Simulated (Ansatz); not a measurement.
The Ansatz input:

```yaml
crystal:
  lattice:
    - [2.8843249483, 0.0, 0.0]
    - [-1.4421624742, 2.497898678, 0.0]
    - [0.0, 0.0, 9.33675446]
  atoms:
    - { symbol: Al, position: [0.0, 0.0, 0.85000767] }
    - { symbol: Al, position: [0.0, 0.0, 0.14999233] }
    - { symbol: O, position: [0.3333333333, 0.6666666667, 0.77768308] }
    - { symbol: O, position: [0.6666666667, 0.3333333333, 0.0] }
    - { symbol: O, position: [0.3333333333, 0.6666666667, 0.22231692] }
hamiltonian:
  xc: r2scan
  pseudopotentials: { kind: paw }
kpoints:
  mp_grid: { grid: [11, 11, 3] }
  band_path:
    path:
      - [[0.0, 0.0, 0.0], [0.5, 0.0, 0.0], [0.3333333333, 0.3333333333, 0.0], [0.0, 0.0, 0.0], [0.0, 0.0, 0.5], [0.5, 0.0, 0.5], [0.3333333333, 0.3333333333, 0.5], [0.0, 0.0, 0.5]]
      - [[0.5, 0.0, 0.5], [0.5, 0.0, 0.0]]
      - [[0.3333333333, 0.3333333333, 0.0], [0.3333333333, 0.3333333333, 0.5]]
    npoints: 14
scf:
  occupations: { method: fermi_dirac, width: 0.05 }
  n_extra_bands: 12
output:
  forces: true
  stress: true
  eigenvalues: true
  fatbands: false
```

System: Al2O3, space group P-6m2 (No. 187), 5 atoms in the cell.

Ansatz 0.2.0; r2SCAN, Ansatz PAW, no spin polarisation, no spin-orbit coupling, 11×11×3 k mesh, 500 eV cutoff, Fermi-Dirac smearing of 0.05 eV.

What will the band structure and density of states look like? The path is Γ–M–K–Γ–A–L–H–A|L–M|K–H.

An insulator. The gap along this path is 5.62 eV and indirect, from the valence-band top between K and Γ to the conduction-band bottom at Γ; the smallest direct gap is 5.85 eV, at Γ. At H the top valence band lies only 0.05 eV lower. The direct gaps are 6.03 eV at A, 5.85 eV at Γ and 9.34 eV at L.

The PAW data sets were made with another functional. LDA, GGA and most meta-GGA functionals understate gaps. The cell is at −5 GPa in this functional. The usual form of Al2O3 is corundum.

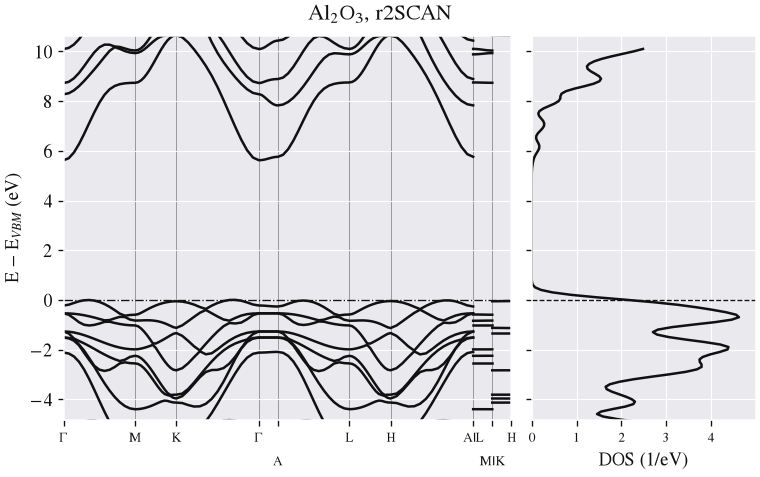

Band structure and density of states. Energies are counted from the top of the valence band. The DOS curve is built from the levels of the k mesh with Gaussians 0.55 eV wide, which also blur the band edges; ripples of that width can come from the mesh.
